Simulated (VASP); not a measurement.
# NaCl: Na into a neighbouring Na vacancy, part 2 of 6

Wanted: the minimum-energy path in NaCl for this move: Na into a neighbouring Na vacancy. The start is a computed cell from the Materials Project.

VASP 6.6.1; PBEsol; plane waves and PAW (Cl, Na).

So far. Step 2 (Relax the host): The run ended after 3 ionic steps, 0.001 eV below its first step, once forces and stress met EDIFFG = -0.02.

### 3. Relax the start

System of this step: Na26Cl27. The cell holds 53 atoms: 27 Cl and 26 Na. Cell: a = 11.795 Å, b = 11.795 Å, c = 11.795 Å, α = 60.0°, β = 60.0°, γ = 60.0°. It derives from NaCl. Nearest the centre at fractional (0.000, 0.000, 0.167): Na28 at 1.95 Å, Cl7 at 1.97 Å, Cl19 at 1.99 Å, Na36 at 3.37 Å, Na34 at 3.38 Å, Cl25 at 3.40 Å, Na30 at 3.41 Å, Cl3 at 3.41 Å. The cell carries charge −1.

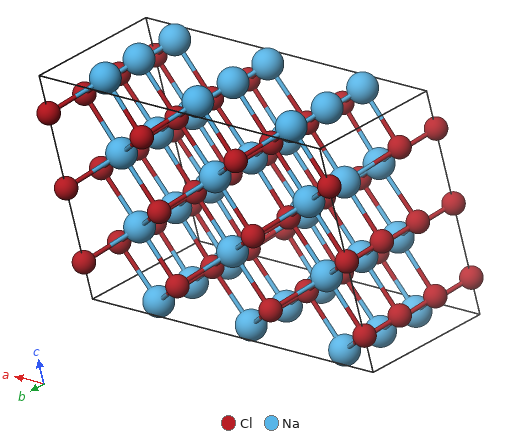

The cell of this step (chlorine red, sodium blue). Some periodic images of atoms are drawn too.

A path needs two true minima; the start is relaxed with symmetry off.

This cell carries charge -1, set by NELECT and balanced by a uniform background.

INCAR reads:

```
SYSTEM = Na26Cl27
PREC = Normal
ENCUT = 280
EDIFF = 1E-05
NELM = 120
ISMEAR = 0
SIGMA = 0.05
LREAL = Auto
ALGO = Fast
GGA = PS
NELECT = 216
NBANDS = 150
LORBIT = 11
LWAVE = .FALSE.
LCHARG = .FALSE.
NCORE = 6
IBRION = 2
NSW = 60
ISIF = 2
EDIFFG = -0.05
POTIM = 0.4
MAXMIX = 40
ISYM = 0
```

POSCAR reads:

```
Na26Cl27
1.0
    0.0000000000      8.3404434717      8.3404434717
    8.3404434717      0.0000000000      8.3404434717
    8.3404434717      8.3404434717      0.0000000000
Cl Na
27 26
Direct
    0.1676336069      0.1664920994      0.1676699290
    0.1698498160      0.1645539031      0.4989878525
    0.1684443225      0.1657632388      0.8329491720
    0.1670035825      0.5009740768      0.1663979061
    0.1667762830      0.4987342838      0.4994997332
    0.1656456408      0.5003197280      0.8344496110
    0.1673055517      0.8327139729      0.1654110466
    0.1697557003      0.8326583783      0.5000140719
    0.1674428570      0.8321380475      0.8280273761
    0.5010229136      0.1661648811      0.1661560591
    0.4956747330      0.1700864543      0.5016586924
    0.4991211436      0.1691355186      0.8357629538
    0.4988410640      0.5015605088      0.1638735943
    0.4975785547      0.5007830992      0.4994783115
    0.4988358198      0.5009285333      0.8322320425
    0.4993211531      0.8327981161      0.1674308478
    0.5007412881      0.8333614246      0.5013956892
    0.5012570584      0.8308738447      0.8338307434
    0.8320906166      0.1701022337      0.1653392864
    0.8314838095      0.1677634740      0.4988550814
    0.8324179155      0.1652268426      0.8349028922
    0.8343407233      0.4978733658      0.1661378712
    0.8319847558      0.4973948612      0.5031698704
    0.8341399235      0.4984799541      0.8354633902
    0.8355112810      0.8317631387      0.1662925652
    0.8300686183      0.8330447162      0.5024369036
    0.8338602914      0.8346655661      0.8317372998
   -0.0036204851      0.0007545390      0.3330431170
   -0.0010122572     -0.0005230170      0.6693089691
    0.0010970960      0.3333594494     -0.0000286311
   -0.0008567709      0.3339627102      0.3348051449
   -0.0011225583      0.3290584465      0.6703208477
   -0.0015031497      0.6647518951      0.0015822825
   -0.0001458553      0.6688806250      0.3319174467
    0.0024142468      0.6671751508      0.6658570186
    0.3300086068     -0.0003065399      0.0012247875
    0.3302720557      0.0014101305      0.3361277373
    0.3339525736      0.0014241577      0.6655884309
    0.3324523750      0.3325007623      0.0009139292
    0.3323291356      0.3359343032      0.3318583661
    0.3267211516      0.3340316107      0.6696227214
    0.3344484949      0.6631513333      0.0049945802
    0.3345310431      0.6634529452      0.3335479439
    0.3341605197      0.6671151969      0.6650047107
    0.6672741307     -0.0010307827      0.0000588862
    0.6661564363     -0.0017687843      0.3330766351
    0.6640010104      0.0000449459      0.6666373435
    0.6647914090      0.3350793364      0.0017477244
    0.6652747398      0.3341772429      0.3337160645
    0.6651055631      0.3321144966      0.6689049905
    0.6636933758      0.6671075289      0.0015574551
    0.6692291563      0.6680063683      0.3298343339
    0.6657048323      0.6625020966      0.6680123558
```

KPOINTS reads:

```
Automatic mesh
0
Gamma
1 1 1
0 0 0
```

PAW data sets: Cl and Na (PBE family, release 64).

On the command line:

```console
> mpirun -np 6 vasp_gam
```

The log of the run:

```text
[banner, memory and clock lines left out]
running    6 mpi-ranks, on    1 nodes
 distrk:  each k-point on    6 cores,    1 groups
 distr:  one band on    6 cores,    1 groups

 POSCAR found type information on POSCAR ClNa
 POSCAR found :  2 types and      53 ions
 [... a notice as in an earlier step ...]

 [... a notice as in an earlier step ...]

 LDA part: xc-table for (Slater+PW92), standard interpolation
 POSCAR, INCAR and KPOINTS ok, starting setup
 FFT: planning ... GRIDC
 FFT: planning ... GRID_SOFT
 FFT: planning ... GRID
 WAVECAR not read
 entering main loop
       N       E                     dE             d eps       ncg     rms          rms(c)
DAV:   1     0.173063174469E+04    0.17306E+04   -0.64047E+04   316   0.757E+02
DAV:   2     0.107439209867E+03   -0.16232E+04   -0.15445E+04   434   0.204E+02
DAV:   3    -0.176375171866E+03   -0.28381E+03   -0.28217E+03   408   0.948E+01
DAV:   4    -0.187880093353E+03   -0.11505E+02   -0.11481E+02   360   0.225E+01
DAV:   5    -0.188330941814E+03   -0.45085E+00   -0.45068E+00   408   0.452E+00BRMIX: very serious problems
 the old and the new charge density differ
 old charge density:   215.00000 new  215.99997
    0.113E+01
RMM:   6    -0.183624109574E+03    0.47068E+01   -0.87230E+00   300   0.476E+00    0.788E+00
RMM:   7    -0.183356450518E+03    0.26766E+00   -0.64191E+00   300   0.391E+00    0.561E+00
RMM:   8    -0.183538899669E+03   -0.18245E+00   -0.12665E+00   300   0.234E+00    0.435E+00
RMM:   9    -0.183372966411E+03    0.16593E+00   -0.16023E-01   301   0.835E-01    0.140E+00
RMM:  10    -0.183369739050E+03    0.32274E-02   -0.12277E-01   300   0.608E-01    0.499E-01
RMM:  11    -0.183371465928E+03   -0.17269E-02   -0.20179E-02   316   0.280E-01    0.104E-01
RMM:  12    -0.183372015826E+03   -0.54990E-03   -0.13738E-02   300   0.196E-01    0.205E-01
RMM:  13    -0.183372821315E+03   -0.80549E-03   -0.44918E-03   385   0.111E-01    0.309E-01
RMM:  14    -0.183371898959E+03    0.92236E-03   -0.21201E-03   300   0.778E-02    0.109E-01
RMM:  15    -0.183371821394E+03    0.77564E-04   -0.13172E-03   300   0.615E-02    0.497E-02
RMM:  16    -0.183371820899E+03    0.49565E-06   -0.66991E-05   295   0.198E-02
   1 F= -.18337182E+03 E0= -.18337182E+03  d E =-.183372E+03
 curvature:   0.00 expect dE= 0.000E+00 dE for cont linesearch  0.000E+00
 trial: gam= 0.00000 g(F)=  0.768E-01 g(S)=  0.000E+00 ort = 0.000E+00 (trialstep = 0.100E+01)
 search vector abs. value=  0.768E-01
 bond charge predicted
       N       E                     dE             d eps       ncg     rms          rms(c)
DAV:   1    -0.183429540213E+03   -0.57719E-01   -0.26245E+00   344   0.272E+00    0.908E-01
RMM:   2    -0.183482066508E+03   -0.52526E-01   -0.30539E-01   310   0.110E+00    0.176E+00
RMM:   3    -0.183443455376E+03    0.38611E-01   -0.62104E-02   300   0.528E-01    0.623E-01
RMM:   4    -0.183442983540E+03    0.47184E-03   -0.20408E-02   307   0.288E-01    0.433E-01
RMM:   5    -0.183443153541E+03   -0.17000E-03   -0.41235E-03   337   0.128E-01    0.359E-01
RMM:   6    -0.183442396847E+03    0.75669E-03   -0.59324E-03   300   0.123E-01    0.119E-01
RMM:   7    -0.183442854750E+03   -0.45790E-03   -0.34200E-03   305   0.105E-01    0.183E-01
RMM:   8    -0.183442442099E+03    0.41265E-03   -0.55796E-04   300   0.481E-02    0.897E-02
RMM:   9    -0.183442477229E+03   -0.35130E-04   -0.15941E-03   314   0.600E-02    0.946E-02
RMM:  10    -0.183442382292E+03    0.94937E-04   -0.53030E-04   297   0.340E-02    0.254E-02
RMM:  11    -0.183442391825E+03   -0.95331E-05   -0.71464E-05   247   0.146E-02
   2 F= -.18344239E+03 E0= -.18344239E+03  d E =-.705709E-01
[...]
3 F= -.18357655E+03 E0= -.18357655E+03  d E =-.204726E+00
[...]
4 F= -.18348327E+03 E0= -.18348327E+03  d E =-.111446E+00
[...]
5 F= -.18360002E+03 E0= -.18360002E+03  d E =-.228196E+00
[...]
6 F= -.18361419E+03 E0= -.18361419E+03  d E =-.141690E-01
 ZBRENT: can't locate minimum, use default step
 trial-energy change:   -0.014169  1 .order   -0.014215   -0.015968   -0.012462
 step:   7.8384(harm=  8.9259)  dis= 0.04484  next Energy=  -183.636383 (dE=-0.364E-01)
 bond charge predicted
       N       E                     dE             d eps       ncg     rms          rms(c)
DAV:   1    -0.183584424287E+03    0.29753E-01   -0.88735E+00   300   0.572E+00    0.172E+00
RMM:   2    -0.183620082459E+03   -0.35658E-01   -0.38624E-01   300   0.166E+00    0.944E-01
RMM:   3    -0.183632262205E+03   -0.12180E-01   -0.13427E-01   340   0.846E-01    0.272E-01
RMM:   4    -0.183633572062E+03   -0.13099E-02   -0.19614E-02   341   0.290E-01    0.302E-01
RMM:   5    -0.183633202612E+03    0.36945E-03   -0.11844E-03   305   0.815E-02    0.182E-01
RMM:   6    -0.183632992615E+03    0.21000E-03   -0.66193E-04   301   0.535E-02    0.830E-02
RMM:   7    -0.183632975287E+03    0.17328E-04   -0.50127E-04   349   0.417E-02    0.285E-02
RMM:   8    -0.183632982105E+03   -0.68176E-05   -0.68443E-05   257   0.176E-02
   7 F= -.18363298E+03 E0= -.18363298E+03  d E =-.329652E-01
 curvature:  -4.75 expect dE=-0.318E-02 dE for cont linesearch -0.453E-04
 trial: gam= 0.07360 g(F)=  0.669E-03 g(S)=  0.000E+00 ort = 0.291E-03 (trialstep = 0.314E+01)
 search vector abs. value=  0.760E-03
 reached required accuracy - stopping structural energy minimisation
```

Run time: 28 s. Hardware: 6 MPI ranks of AMD EPYC 9R45, shared host; peak memory 0.83 GiB.

Parts of OUTCAR (step 3):

```text
NELECT = 216

 ion  position               nearest neighbor table
   1  0.168  0.166  0.168-  39 2.76  37 2.76  36 2.78  30 2.79  31 2.79  28 2.81
   2  0.170  0.165  0.499-  37 2.72  38 2.76  40 2.79  31 2.79  32 2.80  29 2.80
   3  0.168  0.166  0.833-  41 2.72  36 2.75  38 2.77  32 2.77  30 2.79
   4  0.167  0.501  0.166-  42 2.75  40 2.76  33 2.78  34 2.78  39 2.79  31 2.79
   5  0.167  0.499  0.499-  41 2.75  40 2.76  43 2.77  34 2.79  35 2.79  32 2.82
   6  0.166  0.500  0.834-  41 2.76  30 2.76  33 2.77  35 2.77  39 2.78  44 2.80
   7  0.167  0.833  0.165-  36 2.75  42 2.75  34 2.76  43 2.80  28 2.80
   8  0.170  0.833  0.500-  37 2.75  44 2.75  35 2.78  43 2.80  29 2.80  28 2.84
   9  0.167  0.832  0.828-  29 2.73  44 2.74  38 2.80  33 2.81  42 2.87
  10  0.501  0.166  0.166-  46 2.77  48 2.77  45 2.78  39 2.78  40 2.80  37 2.80
  11  0.496  0.170  0.502-  38 2.76  41 2.77  40 2.78  47 2.78  49 2.78  46 2.84
  12  0.499  0.169  0.836-  39 2.74  50 2.74  45 2.77  47 2.82  36 2.82  41 2.82
  13  0.499  0.502  0.164-  42 2.70  48 2.74  51 2.76  43 2.77  40 2.77  49 2.80
  14  0.498  0.501  0.499-  43 2.74  44 2.77  49 2.77  50 2.81  41 2.82  52 2.83
  15  0.499  0.501  0.832-  53 2.74  44 2.77  50 2.77  39 2.79  42 2.79  48 2.80
  16  0.499  0.833  0.167-  51 2.77  52 2.77  45 2.79  43 2.79  36 2.80  37 2.81
  17  0.501  0.833  0.501-  46 2.75  53 2.77  38 2.77  44 2.78  37 2.80  52 2.81
  18  0.501  0.831  0.834-  51 2.75  47 2.77  53 2.79  42 2.79  38 2.80  36 2.80
  19  0.832  0.170  0.165-  48 2.76  28 2.77  30 2.77  49 2.77  46 2.82
  20  0.831  0.168  0.499-  49 2.76  28 2.78  31 2.78  50 2.79  47 2.80  29 2.82
  21  0.832  0.165  0.835-  32 2.75  29 2.76  45 2.76  50 2.78  48 2.81
  22  0.834  0.498  0.166-  30 2.76  33 2.76  49 2.78  31 2.78  52 2.78  51 2.80
  23  0.832  0.497  0.503-  53 2.75  31 2.77  50 2.77  32 2.79  52 2.80  34 2.83
  24  0.834  0.498  0.835-  30 2.76  48 2.78  32 2.79  51 2.79  53 2.80  35 2.81
  25  0.836  0.832  0.166-  34 2.75  52 2.75  33 2.77  46 2.78  45 2.79
  26  0.830  0.833  0.502-  47 2.76  46 2.78  28 2.79  34 2.79  53 2.79  35 2.80
  27  0.834  0.835  0.832-  29 2.75  45 2.77  35 2.78  33 2.79  47 2.79  51 2.82
  28  0.996  0.001  0.333-  19 2.77  20 2.78  26 2.79   7 2.80   1 2.81   8 2.84  34 3.90  46 3.91
                            49 3.92  36 3.92  30 3.93  47 3.93  35 3.93  31 3.96  37 3.96  29 3.97
  29  0.999  0.999  0.669-   9 2.73  27 2.75  21 2.76   2 2.80   8 2.80  20 2.82  32 3.89  45 3.91
                            37 3.92  35 3.92  50 3.93  33 3.93  44 3.94  38 3.94  31 3.95  47 3.96
  30  0.001  0.333  1.000-  22 2.76  24 2.76   6 2.76  19 2.77   1 2.79   3 2.79  41 3.87  33 3.90
                            36 3.91  39 3.91  28 3.93  32 3.93  35 3.94  31 3.94  48 3.95  49 3.95
  31  0.999  0.334  0.335-  23 2.77  22 2.78  20 2.78   1 2.79   4 2.79   2 2.79  37 3.91  52 3.92
                            33 3.92  40 3.92  32 3.93  39 3.93  34 3.94  50 3.94  30 3.94  49 3.94
  32  0.999  0.329  0.670-  21 2.75   3 2.77  23 2.79  24 2.79   2 2.80   5 2.82  41 3.89  29 3.89
                            38 3.91  48 3.93  30 3.93  31 3.93  50 3.93  53 3.93  40 3.96  35 3.98
  33  0.998  0.665  0.002-  22 2.76   6 2.77  25 2.77   4 2.78  27 2.79   9 2.81  52 3.88  30 3.90
                            31 3.92  35 3.92  45 3.92  34 3.93  39 3.93  29 3.93  51 3.94  44 3.96
[...]
53  0.666  0.663  0.668-  15 2.74  23 2.75  17 2.77  18 2.79  26 2.79  24 2.80  50 3.90  48 3.90
                            44 3.90  32 3.93  52 3.94  42 3.94  51 3.95  34 3.95  46 3.96  38 3.96

 Found      1 irreducible k-points:

   k-points           NKPTS =      1   k-points in BZ     NKDIM =      1   number of bands    NBANDS=    150

   dimension x,y,z NGX =    48 NGY =   48 NGZ =   48
   dimension x,y,z NGXF=    96 NGYF=   96 NGZF=   96

   ENCUT  =  280.0 eV  20.58 Ry    4.54 a.u.  16.09 16.09 16.09*2*pi/ulx,y,z

 E-fermi :  -0.0043

 k-point     1 :       0.0000    0.0000    0.0000
  band No.  band energies     occupation
    ...
    104      -0.2926      2.00000
    105      -0.2880      2.00000
    106      -0.2863      2.00000
    107      -0.2854      2.00000
    108      -0.2843      2.00000
    109       4.6894      0.00000
    110       6.5364      0.00000
    111       6.5374      0.00000
    112       6.5425      0.00000
    113       6.5812      0.00000
    ...

  Total        3.7569857      3.7390695      3.6949164      0.2116621      0.2371708      0.2245860
  in kB        5.1874353      5.1626976      5.1017336      0.2922512      0.3274721      0.3100958
  external PRESSURE =       5.1506222 kB  Pullay stress =       0.0000000 kB

  energy-cutoff  :      280.00
  volume of cell :     1160.37
      direct lattice vectors                 reciprocal lattice vectors
     0.000000000  8.340443472  8.340443472    -0.059948851  0.059948851  0.059948851
     8.340443472  0.000000000  8.340443472     0.059948851 -0.059948851  0.059948851
     8.340443472  8.340443472  0.000000000     0.059948851  0.059948851 -0.059948851

 POSITION                                       TOTAL-FORCE (eV/Angst)
 -----------------------------------------------------------------------------------
      2.79603      2.79245      2.78228        -0.008350     -0.009908     -0.010213
      5.55442      5.55167      2.78764        -0.003614      0.007501     -0.015179
      8.33776      8.34445      2.85794         0.005787     -0.006873      0.043916
      5.55162      2.78855      5.54331         0.008654     -0.003890      0.006266
      8.34493      5.53929      5.53597         0.001421      0.026135      0.018950
     11.13411      8.34041      5.54525        -0.008984     -0.005872      0.005776
      8.34133      2.87566      8.33305        -0.004763      0.020683     -0.005613
     11.12513      5.54028      8.33913         0.010195      0.017793     -0.003833
     13.79366      8.34396      8.34117        -0.026093     -0.022006     -0.003911
      2.79375      5.55157      5.54544        -0.005251      0.000450      0.003084
      5.56167      8.33049      5.54640        -0.002456      0.010441      0.004674
      8.34672     11.12684      5.53515        -0.001890     -0.004329      0.013296
      5.54984      5.54568      8.33833         0.011617      0.005400      0.003003
      8.34308      8.33550      8.33466        -0.006038      0.005309      0.001769
     11.13246     11.13077      8.32869        -0.014951     -0.006179      0.006762
      8.34357      5.55037     11.12968        -0.007766      0.008097     -0.012119
     11.12490      8.34446     11.13630        -0.003729     -0.004617     -0.021467
     13.88899     11.13048     11.12135         0.005168     -0.001757      0.000161
      2.88365      8.33234      8.33206         0.020874      0.006429      0.008941
      5.55374     11.12996      8.32941         0.001434     -0.009089      0.003616
      8.34654     13.80692      8.32839        -0.005228     -0.034857      0.006815
      5.55216      8.34044     11.12875         0.002218      0.000009     -0.011582
      8.33860     11.13597     11.11677         0.002396     -0.016077     -0.002656
     11.13063     13.89419     11.13175        -0.004781      0.005445     -0.015669
      8.33508      8.34296     13.80943         0.013806      0.003320     -0.036445
     11.13597     11.12787     13.87680        -0.005325     -0.007988      0.019049
     13.89178     13.88290     13.88588         0.005973      0.015464      0.012765
      2.72804     11.05474      8.32924        -0.005088      0.005397      0.003567
     13.95545     13.95184     16.67694         0.002905      0.012352     -0.001305
      2.72791      0.00605      2.72357        -0.006537     -0.007779     -0.011527
      5.57160     11.11893     11.10838        -0.009645     -0.001580      0.002027
      8.34008     13.96493     11.04602         0.002289     -0.005083      0.011631
     13.94788     16.67724     13.95041         0.014427      0.002770      0.012729
      8.34750     11.06755     13.94979        -0.009137     -0.008531     -0.004321
     11.11514      5.56290      5.56913         0.008079     -0.006223     -0.013307
      8.34406      2.72909     11.05682        -0.003383     -0.006037     -0.003868
     11.11733      5.57022     11.11246         0.003051     -0.008687      0.002505
     13.94933      8.34501     11.06541         0.008061     -0.006020     -0.004770
[...]
-----------------------------------------------------------------------------------
    total drift:                                0.014367      0.003267     -0.005329

  FREE ENERGIE OF THE ION-ELECTRON SYSTEM (eV)
  ---------------------------------------------------
  free  energy   TOTEN  =      -183.6329821045 eV

  energy  without entropy=     -183.6329821045  energy(sigma->0) =     -183.63298210

 total charge
# of ion       s       p       d       tot
------------------------------------------
    1        1.576   3.587   0.000   5.164
    2        1.576   3.588   0.000   5.164
    3        1.576   3.588   0.000   5.165
    4        1.576   3.588   0.000   5.164
    5        1.576   3.585   0.000   5.161
    6        1.576   3.585   0.000   5.161
    7        1.576   3.589   0.000   5.165
    8        1.576   3.585   0.000   5.161
    9        1.576   3.589   0.000   5.165
   10        1.576   3.588   0.000   5.164
   11        1.576   3.585   0.000   5.161
   12        1.576   3.585   0.000   5.161
   13        1.576   3.585   0.000   5.161
   14        1.576   3.586   0.000   5.162
   15        1.576   3.585   0.000   5.161
   16        1.576   3.585   0.000   5.161
   17        1.576   3.585   0.000   5.161
   18        1.576   3.588   0.000   5.164
   19        1.576   3.589   0.000   5.166
   20        1.576   3.585   0.000   5.161
   21        1.576   3.589   0.000   5.165
   22        1.576   3.585   0.000   5.161
   23        1.576   3.585   0.000   5.161
   24        1.576   3.588   0.000   5.164
   25        1.576   3.588   0.000   5.165
   26        1.576   3.587   0.000   5.164
   27        1.576   3.587   0.000   5.164
   28        0.045   0.037   0.000   0.082
   29        0.045   0.037   0.000   0.082
   30        0.045   0.037   0.000   0.082
   31        0.046   0.038   0.000   0.084
   32        0.045   0.038   0.000   0.083
   33        0.045   0.037   0.000   0.083
   34        0.045   0.037   0.000   0.083
   35        0.046   0.038   0.000   0.084
   36        0.045   0.037   0.000   0.083
   37        0.046   0.038   0.000   0.083
[...]
--------------------------------------------------
tot         43.750  97.825   0.000 141.576

[... 1 part as in an earlier step ...]

[... 2 further parts left out ...]
```

(Part 2 of 6 ends here.)

[Lines on the potential files, build, host, timing and source positions are cut from VASP's logs without a mark.]

[Logs are printed without paths, hosts, clocks, repeated set-up lines and the standing remarks that a program may print on its own settings, such as how far it seeks lower states.]

[Hosts, paths, dates, database ids (printed as entryN), source tags and the programs' standing remarks are cut or masked in the printed files.]

[Runs that stopped without an error message from VASP are left out.]
